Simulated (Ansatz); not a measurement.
## Run report: Al$_{16}$As$_{16}$H, geometry relaxation (part 3 of 3)

Continued. System: Al$_{16}$As$_{16}$H (defect cell, 33 atoms in the cell). Method: DFT PBE, scalar-relativistic, plane waves, PAW, spin-polarised (Ansatz 0.2.0); cutoff 420 eV, 2×2×2 k-mesh, Gaussian smearing of 0.01 eV, collinear spins. The structure derives from a Materials Project entry. It belongs to a series of runs on one base structure; here: H interstitial, charge +0, atoms relaxed at the host's cell.

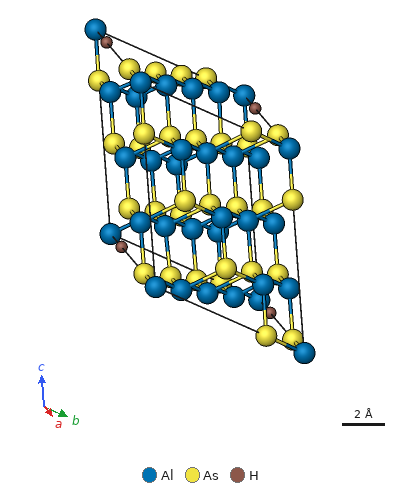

Figure 1. The geometry at step 2 of the log (ball-and-stick view of the cell of the calculation, seen slightly off an axis).

**Output, continued**
```
--- Relaxed structure (3 steps of the walk, 3 accepted, 0 SCFs on fresh bases) ---
  F+E_penalty+E_count = -86327.78769233 eV   max|allowed force component| = 6.074e-3 eV/Å
  atoms:
    - { symbol: Al, position: [0.5024884312827675, 0.7507540663148171, 0.7507540663148171] }
    - { symbol: Al, position: [0.49924593368518316, 0.5017343649679505, 2.168404344971009e-19] }
    - { symbol: Al, position: [0.7482656350320496, 0.49826563503204946, 0.7475115687172328] }
    - { symbol: Al, position: [0.4912462566920097, 0.24124625669200972, 0.2412462566920097] }
    - { symbol: Al, position: [0.7517343649679507, 0.2492459336851831, 0.0] }
    - { symbol: Al, position: [0.000754066314816837, 0.25248843128276743, 0.750754066314817] }
    - { symbol: Al, position: [0.49924593368518316, -2.168404344971009e-19, 0.5017343649679505] }
    - { symbol: Al, position: [0.7517343649679507, 0.0, 0.2492459336851831] }
    - { symbol: Al, position: [0.008753743307990338, -1.734723475976807e-18, 0.0] }
    - { symbol: Al, position: [0.25, 0.0, 0.7587537433079905] }
    - { symbol: Al, position: [0.7482656350320496, 0.7475115687172328, 0.49826563503204946] }
    - { symbol: Al, position: [0.000754066314816837, 0.750754066314817, 0.25248843128276743] }
    - { symbol: Al, position: [0.25, 0.7587537433079905, 0.0] }
    - { symbol: Al, position: [-0.002488431282767425, 0.49826563503204946, 0.49826563503204946] }
    - { symbol: Al, position: [0.25000000000000006, 0.5017343649679507, 0.24924593368518316] }
    - { symbol: Al, position: [0.25000000000000006, 0.24924593368518316, 0.5017343649679507] }
    - { symbol: As, position: [0.7544658992683296, 0.0, 0.0] }
    - { symbol: As, position: [0.7500000000000002, 0.7500000000000002, 0.25000000000000006] }
    - { symbol: As, position: [-0.003235216783459227, 0.7467647832165409, 0.0] }
    - { symbol: As, position: [0.7455341007316707, 0.4955341007316706, 0.4955341007316706] }
    - { symbol: As, position: [0.0, 0.5000000000000001, 0.2500000000000001] }
    - { symbol: As, position: [0.25000000000000006, 0.5044658992683295, 0.0] }
    - { symbol: As, position: [0.7500000000000002, 0.25, 0.7500000000000002] }
    - { symbol: As, position: [0.0, 0.2500000000000001, 0.5000000000000001] }
    - { symbol: As, position: [0.25000000000000006, 0.2532352167834593, 0.2532352167834593] }
    - { symbol: As, position: [0.5032352167834593, 0.2532352167834593, 0.0] }
    - { symbol: As, position: [-0.003235216783459227, 0.0, 0.7467647832165409] }
    - { symbol: As, position: [0.25000000000000006, 0.0, 0.5044658992683295] }
    - { symbol: As, position: [0.5032352167834593, 0.0, 0.2532352167834593] }
    - { symbol: As, position: [0.25, 0.7467647832165409, 0.7467647832165409] }
    - { symbol: As, position: [0.5000000000000001, 0.7500000000000002, 0.5000000000000001] }
    - { symbol: As, position: [0.5000000000000001, 0.5000000000000001, 0.7500000000000002] }
    - { symbol: H, position: [0.25000000000000006, 0.0, 0.0] }
--- Löwdin populations: 33 sites ---
  site symbol       q [e]    m [muB]
     0     Al      2.6083     0.0055
     1     Al      2.6083     0.0055
     2     Al      2.6083     0.0055
     3     Al      2.6251    -0.0035
     4     Al      2.6083     0.0055
     5     Al      2.6083     0.0055
     6     Al      2.6083     0.0055
     7     Al      2.6083     0.0055
     8     Al      2.6251    -0.0035
     9     Al      2.6251    -0.0035
    10     Al      2.6083     0.0055
    11     Al      2.6083     0.0055
    12     Al      2.6251    -0.0035
    13     Al      2.6083     0.0055
    14     Al      2.6083     0.0055
    15     Al      2.6083     0.0055
    16     As     15.3366     0.0271
    17     As     15.3362     0.0179
    18     As     15.3234     0.0462
    19     As     15.3366     0.0271
    20     As     15.3362     0.0179
    21     As     15.3366     0.0271
    22     As     15.3362     0.0179
    23     As     15.3362     0.0179
    24     As     15.3234     0.0462
    25     As     15.3234     0.0462
    26     As     15.3234     0.0462
    27     As     15.3366     0.0271
    28     As     15.3234     0.0462
    29     As     15.3234     0.0462
    30     As     15.3362     0.0179
    31     As     15.3362     0.0179
    32      H      1.0542     0.4314
  spilling = 0.002914 (of n_electrons = 289.000000)
```

**Trajectory as extended XYZ (Å, eV, eV/Å), 3 frames, from step=1 to step=3**
```
33
Lattice="5.7279 5.7279 5.7279 -5.7279 5.7279 -5.7279 -5.7279 -5.7279 5.7279" Properties=species:S:1:pos:R:3:forces:R:3 step=1 energy=-86327.71449
Al   -5.7279    2.8640    2.8640    0.0172  -0.0278  -0.0278
Al    0.0000    5.7279    0.0000    0.0278   0.0172   0.0278
Al   -2.8640    2.8640    5.7279   -0.0278  -0.0172   0.0278
Al    0.0000    2.8640    2.8640    0.2128  -0.2128  -0.2128
Al    2.8640    5.7279    2.8640   -0.0278   0.0172  -0.0278
Al   -5.7279   -2.8640    2.8640    0.0278  -0.0278  -0.0172
Al    0.0000    0.0000    5.7279    0.0278   0.0278   0.0172
Al    2.8640    2.8640    5.7279   -0.0278  -0.0278   0.0172
Al    0.0000    0.0000    0.0000    0.2128   0.2128   0.2128
Al   -2.8640   -2.8640    5.7279   -0.2128  -0.2128   0.2128
Al   -2.8640    5.7279    2.8640   -0.0278   0.0278  -0.0172
Al   -5.7279    2.8640   -2.8640    0.0278  -0.0172  -0.0278
Al   -2.8640    5.7279   -2.8640   -0.2128   0.2128  -0.2128
Al   -5.7279    0.0000    0.0000    0.0172   0.0278   0.0278
Al   -2.8640    2.8640    0.0000   -0.0172  -0.0278   0.0278
Al   -2.8640    0.0000    2.8640   -0.0172   0.0278  -0.0278
As    4.2959    4.2959    4.2959   -0.0248  -0.0248  -0.0248
As   -1.4320    7.1599    1.4320    0.0000   0.0000   0.0000
As   -4.2959    4.2959   -4.2959    0.0000  -0.1526   0.0000
As   -1.4320    4.2959    4.2959   -0.0248   0.0248   0.0248
As   -4.2959    1.4320   -1.4320    0.0000   0.0000   0.0000
As   -1.4320    4.2959   -1.4320    0.0248  -0.0248   0.0248
As   -1.4320    1.4320    7.1599    0.0000   0.0000   0.0000
As   -4.2959   -1.4320    1.4320    0.0000   0.0000   0.0000
As   -1.4320    1.4320    1.4320   -0.1526   0.0000   0.0000
As    1.4320    4.2959    1.4320    0.0000   0.1526   0.0000
As   -4.2959   -4.2959    4.2959    0.0000   0.0000  -0.1526
As   -1.4320   -1.4320    4.2959    0.0248   0.0248  -0.0248
As    1.4320    1.4320    4.2959    0.0000   0.0000   0.1526
As   -7.1599    1.4320    1.4320    0.1526   0.0000   0.0000
As   -4.2959    4.2959    1.4320    0.0000   0.0000   0.0000
As   -4.2959    1.4320    4.2959    0.0000   0.0000   0.0000
H     1.4320    1.4320    1.4320    0.0000   0.0000   0.0000
33
Lattice="5.7279 5.7279 5.7279 -5.7279 5.7279 -5.7279 -5.7279 -5.7279 5.7279" Properties=species:S:1:pos:R:3:forces:R:3 step=2 energy=-86327.78051
Al   -5.7207    2.8750    2.8750   -0.0181   0.0353   0.0353
Al   -0.0110    5.7351   -0.0110   -0.0353  -0.0181  -0.0353
Al   -2.8529    2.8568    5.7169    0.0353   0.0181  -0.0353
Al    0.0409    2.8230    2.8230    0.0746  -0.0746  -0.0746
Al    2.8750    5.7351    2.8750    0.0353  -0.0181   0.0353
Al   -5.7390   -2.8529    2.8568   -0.0353   0.0353   0.0181
Al   -0.0110   -0.0110    5.7351   -0.0353  -0.0353  -0.0181
Al    2.8750    2.8750    5.7351    0.0353   0.0353  -0.0181
Al    0.0409    0.0409    0.0409    0.0746   0.0746   0.0746
Al   -2.9049   -2.9049    5.7688   -0.0746  -0.0746   0.0746
Al   -2.8529    5.7169    2.8568    0.0353  -0.0353   0.0181
Al   -5.7390    2.8568   -2.8529   -0.0353   0.0181   0.0353
Al   -2.9049    5.7688   -2.9049   -0.0746   0.0746  -0.0746
Al   -5.7207   -0.0110   -0.0110   -0.0181  -0.0353  -0.0353
Al   -2.8711    2.8750   -0.0110    0.0181   0.0353  -0.0353
Al   -2.8711   -0.0110    2.8750    0.0181  -0.0353   0.0353
As    4.3236    4.3236    4.3236   -0.0805  -0.0805  -0.0805
As   -1.4320    7.1599    1.4320    0.0000   0.0000   0.0000
As   -4.2959    4.2594   -4.2959    0.0000   0.0440   0.0000
As   -1.4043    4.2683    4.2683   -0.0805   0.0805   0.0805
As   -4.2959    1.4320   -1.4320    0.0000   0.0000   0.0000
As   -1.4597    4.3236   -1.4597    0.0805  -0.0805   0.0805
As   -1.4320    1.4320    7.1599    0.0000   0.0000   0.0000
As   -4.2959   -1.4320    1.4320    0.0000   0.0000   0.0000
As   -1.4685    1.4320    1.4320    0.0440   0.0000   0.0000
As    1.4320    4.3325    1.4320    0.0000  -0.0440   0.0000
As   -4.2959   -4.2959    4.2594    0.0000   0.0000   0.0440
As   -1.4597   -1.4597    4.3236    0.0805   0.0805  -0.0805
As    1.4320    1.4320    4.3325    0.0000   0.0000  -0.0440
As   -7.1233    1.4320    1.4320   -0.0440   0.0000   0.0000
As   -4.2959    4.2959    1.4320    0.0000   0.0000   0.0000
As   -4.2959    1.4320    4.2959    0.0000   0.0000   0.0000
H     1.4320    1.4320    1.4320    0.0000   0.0000   0.0000
33
Lattice="5.7279 5.7279 5.7279 -5.7279 5.7279 -5.7279 -5.7279 -5.7279 5.7279" Properties=species:S:1:pos:R:3:forces:R:3 step=3 energy=-86327.78769
Al   -5.7223    2.8782    2.8782   -0.0045   0.0060   0.0060
Al   -0.0143    5.7335   -0.0143   -0.0060  -0.0045  -0.0060
Al   -2.8497    2.8583    5.7137    0.0060   0.0045  -0.0060
Al    0.0501    2.8138    2.8138    0.0054  -0.0054  -0.0054
Al    2.8782    5.7335    2.8782    0.0060  -0.0045   0.0060
Al   -5.7422   -2.8497    2.8583   -0.0060   0.0060   0.0045
Al   -0.0143   -0.0143    5.7335   -0.0060  -0.0060  -0.0045
Al    2.8782    2.8782    5.7335    0.0060   0.0060  -0.0045
Al    0.0501    0.0501    0.0501    0.0054   0.0054   0.0054
Al   -2.9141   -2.9141    5.7781   -0.0054  -0.0054   0.0054
Al   -2.8497    5.7137    2.8583    0.0060  -0.0060   0.0045
Al   -5.7422    2.8583   -2.8497   -0.0060   0.0045   0.0060
Al   -2.9141    5.7781   -2.9141   -0.0054   0.0054  -0.0054
Al   -5.7223   -0.0143   -0.0143   -0.0045  -0.0060  -0.0060
Al   -2.8696    2.8782   -0.0143    0.0045   0.0060  -0.0060
Al   -2.8696   -0.0143    2.8782    0.0045  -0.0060   0.0060
As    4.3215    4.3215    4.3215   -0.0060  -0.0060  -0.0060
As   -1.4320    7.1599    1.4320    0.0000   0.0000   0.0000
As   -4.2959    4.2589   -4.2959    0.0000   0.0061   0.0000
As   -1.4064    4.2704    4.2704   -0.0060   0.0060   0.0060
As   -4.2959    1.4320   -1.4320    0.0000   0.0000   0.0000
As   -1.4576    4.3215   -1.4576    0.0060  -0.0060   0.0060
As   -1.4320    1.4320    7.1599    0.0000   0.0000   0.0000
As   -4.2959   -1.4320    1.4320    0.0000   0.0000   0.0000
As   -1.4690    1.4320    1.4320    0.0061   0.0000   0.0000
As    1.4320    4.3330    1.4320    0.0000  -0.0061   0.0000
As   -4.2959   -4.2959    4.2589    0.0000   0.0000   0.0061
As   -1.4576   -1.4576    4.3215    0.0060   0.0060  -0.0060
As    1.4320    1.4320    4.3330    0.0000   0.0000  -0.0061
As   -7.1228    1.4320    1.4320   -0.0061   0.0000   0.0000
As   -4.2959    4.2959    1.4320    0.0000   0.0000   0.0000
As   -4.2959    1.4320    4.2959    0.0000   0.0000   0.0000
H     1.4320    1.4320    1.4320    0.0000   0.0000   0.0000
```

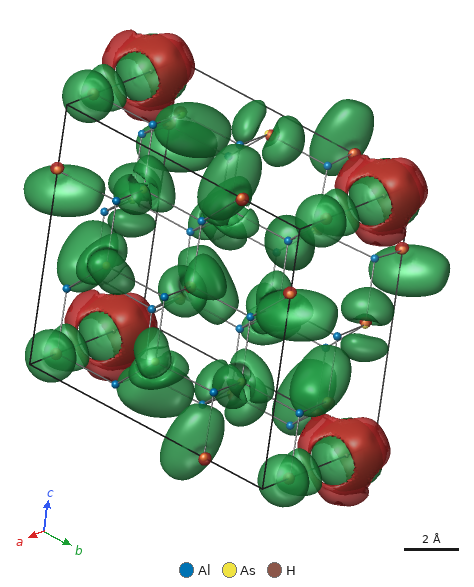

Figure 2. Isosurfaces of the spin density (up minus down) at +0.0015 (green) and −0.0015 e/Å³ (red), seen slightly off an axis. Sticks mark near contacts. The outline is the calculation cell. The spin density sits on H: +0.4 μB in one cell of 33 atoms: a single local moment. The cell of the calculation (33 atoms) carries 1.0 μB net. Core electrons are frozen (PAW), so the fields are smoothed inside the atomic spheres.

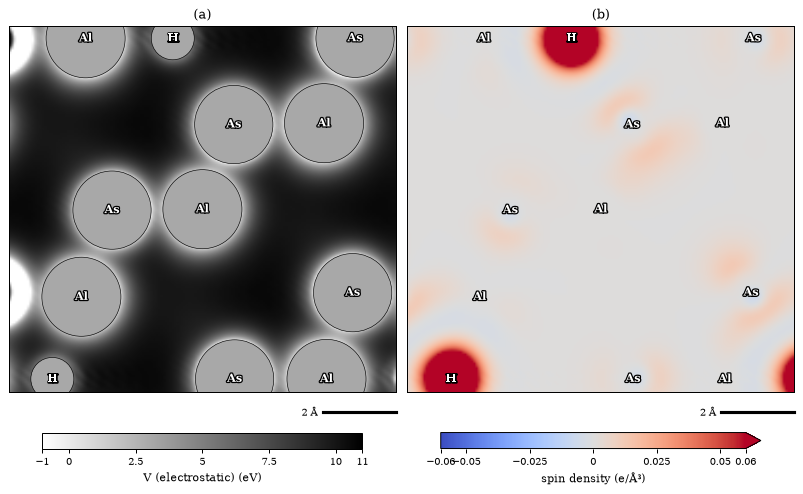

Figure 3. (a) electrostatic potential energy of an electron; (b) magnetisation density (up minus down) on the (11̄0) plane of the calculation cell. Grey discs, where drawn, cover atomic cores. The section cuts through Al, As and H sites. The spin density sits on H: +0.4 μB in one cell of 33 atoms: a single local moment. The cell of the calculation (33 atoms) carries 1.0 μB net. Outside the cores the potential energy rises away from the atoms and is highest about 2.4 Å from the nearest atoms; outside the discs it spans about 11 eV, and its zero is arbitrary.

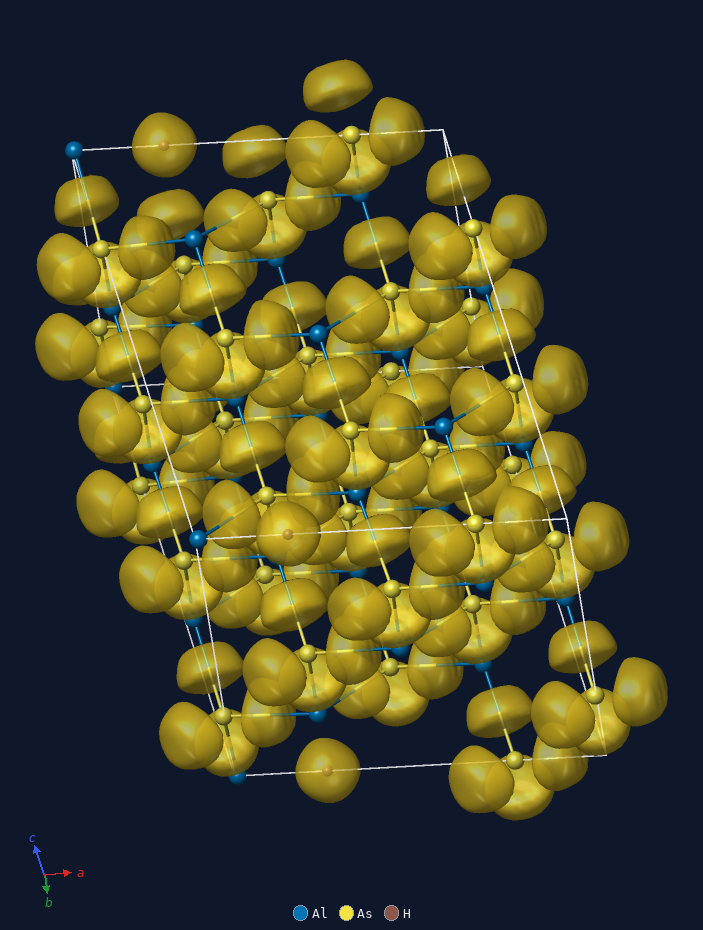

Figure 4. Isosurface of the electron localisation function at 0.7 (yellow), seen at an oblique angle. Core shells and regions of very low density are left out. Sticks mark near contacts. The outline is the calculation cell. The ELF exceeds this value in 64 regions between bonded Al–As atoms (shared pairs) and one region around a hydrogen nucleus, counted in one cell of 33 atoms.  Values along the shortest contacts: Al–As (2.48 Å): the ELF peaks at about 0.95 between the atoms, as expected for localised, shared-pair bonding.
